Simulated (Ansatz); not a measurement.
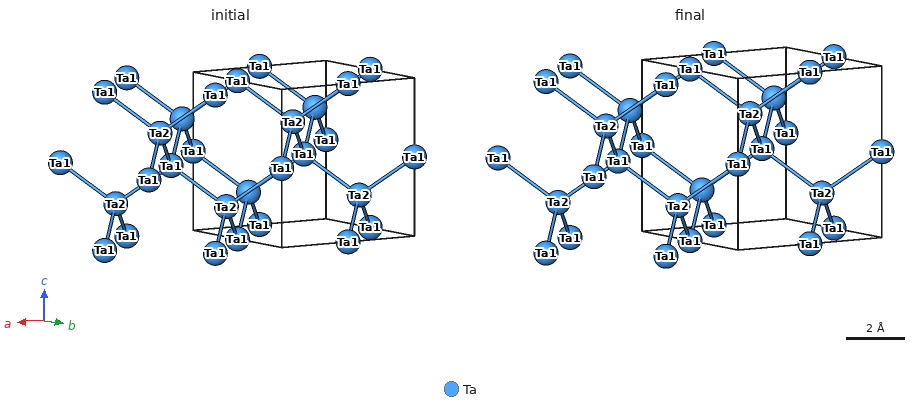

The structure of a crystal of Ta (built on the diamond_227 type) (coarse preliminary run) before (left) and after (right) a relaxation, at one scale.

Style: ball-and-stick. Shown: the conventional cell (4 times the calculation's cell), repeated 2 × 1 × 1 with one cell outlined, from a free direction. Lengths and directions refer to the drawn axes.

Case: diamond type (Fd-3m, No. 227).

Theory: Ansatz 0.2.0, DFT PBEsol, scalar-relativistic, plane waves, PAW.

Input
```yaml
crystal:
  lattice:
    - [0.0, 2.7642669085, 2.7642669085]
    - [2.7642669085, 0.0, 2.7642669085]
    - [2.7642669085, 2.7642669085, 0.0]
  atoms:
    - { symbol: Ta, position: [0.5, 0.5, 0.5] }
    - { symbol: Ta, position: [0.75, 0.75, 0.75] }
basis:
  ecutwfc: 420
kpoints:
  mp_grid: { grid: [6, 6, 6] }
hamiltonian:
  xc: pbesol
scf:
  occupations: { method: gaussian, width: 0.1 }
  lower_state_search: "off"
output:
  forces: true
  stress: true
  eigenvalues: true
relax:
  adjacent_minimum: "off"
  f_tol: 0.04
  max_steps: 70
  cell: { stress_tol: 0.4 }
```

**Describe what moved and what it gained.**

After 3 accepted moves (4 points after the start) the energy has fallen by 434 meV per atom. All forces vanish by symmetry, so only the cell relaxes. Pressure: 28.64 GPa at the start and 0.28 GPa at the end. The SCF was repeated once at an unchanged geometry on a basis and grid sized afresh for the cell, which shifted the energy by 2.7 meV per atom at most. The atoms keep their places relative to the cell (all moves are under 0.005 Å). The drawn cell changes as follows: a = b = c 5.529 → 5.994 Å (+8.4 %); the volume changes by +27.4 %. Among the contacts that change: Ta1–Ta2 2.394 → 2.595 Å. The space group stays Fd-3m (No. 227). The run took roughly 2.6 core-seconds on a shared host.
